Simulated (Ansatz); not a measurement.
Structure of C:

```
C
1.0
     2.56763    0.00000    0.00000
     0.00000    4.38743    0.00000
     0.00000    0.00000    4.45857
C
8
Cartesian
  1.2838 3.5972 0.3722
  1.2838 0.7902 0.3722
  1.2838 2.9903 1.7717
  1.2838 1.3972 1.7717
  0.0000 3.0119 4.1631
  0.0000 1.3756 4.1631
  0.0000 2.9685 2.6106
  0.0000 1.4189 2.6106
```

Basis of the simulation: the geometry relaxed with DFT PBE, scalar-relativistic, plane waves, PAW in Ansatz 0.2.0; the starting structure was generated, so it need not be a known form of this composition.

> Where will the first 5 clear peaks of its X-ray PDF lie (peak width σ = 0.10 Å), and from which pairs do they come?

1. 1.55 Å: C–C at 1.53–1.64 Å
2. 2.22 Å: C–C at 2.20–2.22 Å
3. 2.62 Å: C–C at 2.43–2.84 Å
4. 3.00 Å: C–C at 2.91–3.20 Å
5. 3.35 Å: C–C at 3.21–3.40 Å

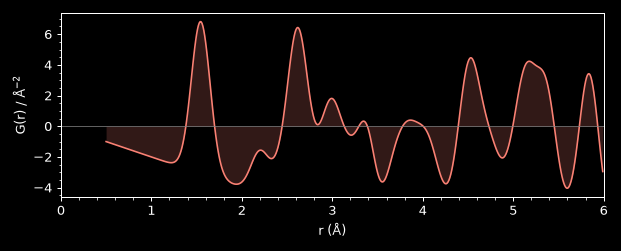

Simulated X-ray pair distribution function, G(r) = R(r)/r − 4πρ₀r, summed over the atomic distances of the structure with each pair weighted by the product of the atomic numbers (X-ray weights at Q = 0); every distance is a Gaussian of σ = 0.10 Å, damped by exp(−(Q_damp r)²/2) with Q_damp = 0.020 Å⁻¹. No termination ripples are included.
